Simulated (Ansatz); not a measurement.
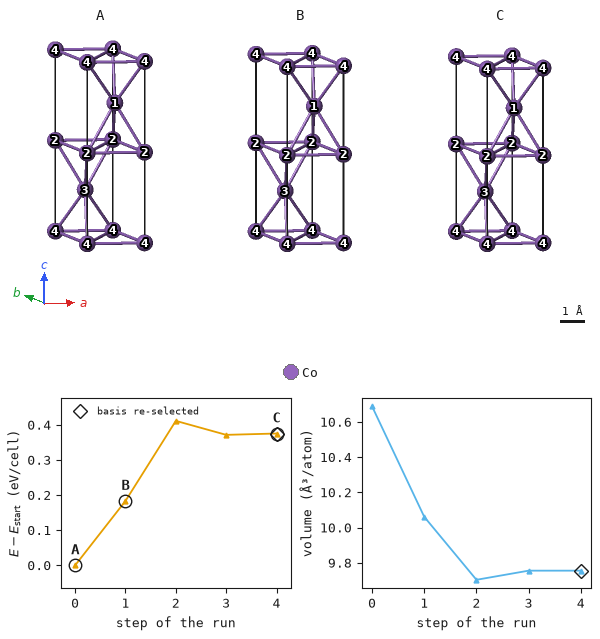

Frames of a relaxation of solid Co (set up in P6_3/mmc), marked on the history of the run. Style: ball-and-stick. Shown: the cell of the calculation, from a free direction.

The run lets cell and atoms move.

These are results of Kohn-Sham DFT of a periodic cell, PBE, Ansatz PAW (Ansatz 0.2.0), not measurements.

The input:
```yaml
crystal:
  lattice:
    - [2.4705617809, 0.0, 0.0]
    - [-1.2352808905, 2.1395692639, 0.0]
    - [0.0, 0.0, 8.0882338]
  atoms:
    - { symbol: Co, position: [0.6666666667, 0.3333333333, 0.75], spin: 2.0 }
    - { symbol: Co, position: [0.0, 0.0, 0.5], spin: 2.0 }
    - { symbol: Co, position: [0.3333333333, 0.6666666667, 0.25], spin: 2.0 }
    - { symbol: Co, position: [0.0, 0.0, 0.0], spin: 2.0 }
hamiltonian:
  xc: pbe
  pseudopotentials: { kind: paw }
magnetization:
  spin_polarized: true
kpoints:
  mp_grid: { grid: [12, 12, 4] }
scf:
  occupations: { method: fermi_dirac, width: 0.05 }
output:
  forces: true
  stress: true
  eigenvalues: true
  write_density: true
  write_potential: true
  elf: true
  volumetric_format: npy
relax:
  f_tol: 0.01
  max_steps: 40
  cell: { stress_tol: 0.05, p_target: 30.0 }
```

Command:
```bash
ansatz run input.yaml --threads 2 --pin off --max-ram 5632MiB --backend cpu --events-out ev --progress --plain --runs-dir out
```

What happens along the run?

Answer. After 3 accepted moves (4 points after the start) the energy has risen by 0.376 eV per cell of the calculation. With the target pressure of 30 GPa, the enthalpy E + pV changes by −0.323 eV per cell of the calculation. All forces vanish by symmetry, so only the cell relaxes. The pressure goes from 4.68 to 29.97 GPa. At 1 point the geometry stayed and the basis and grid were re-selected for the new cell (energy shift of 3.8 meV per cell of the calculation at most each time). No atom moves by more than 0.005 Å relative to the cell. The volume changes by −8.7 %, with a = b 2.471 → 2.404 Å (−2.7 %), c 8.088 → 7.797 Å (−3.6 %). Some distances before and after: Co1–Co2 2.475 → 2.393 Å, Co1–Co1 2.471 → 2.404 Å. The space group stays P6_3/mmc (No. 194). The run took 43 s on 2 threads of Arm Neoverse V2, with other jobs on the host, peak memory 0.46 GiB. From step 0 to 1: volume −5.9 %, energy +0.184 eV per cell of the calculation. From step 1 to 4: volume −3.0 %, energy +0.192 eV per cell of the calculation.

```csv
step,"E − E(0), meV/atom","pressure, GPa","volume, Å³/atom",note
0,0.00,4.68,10.688,
1,45.88,20.25,10.061,
2,102.89,31.83,9.704,
3,92.93,29.98,9.756,
4,93.89,29.97,9.756,"same geometry, new basis"
```

Limits of the set-up: only the magnetic order of this start and cell was tried (total moment 6.1 μB per cell).
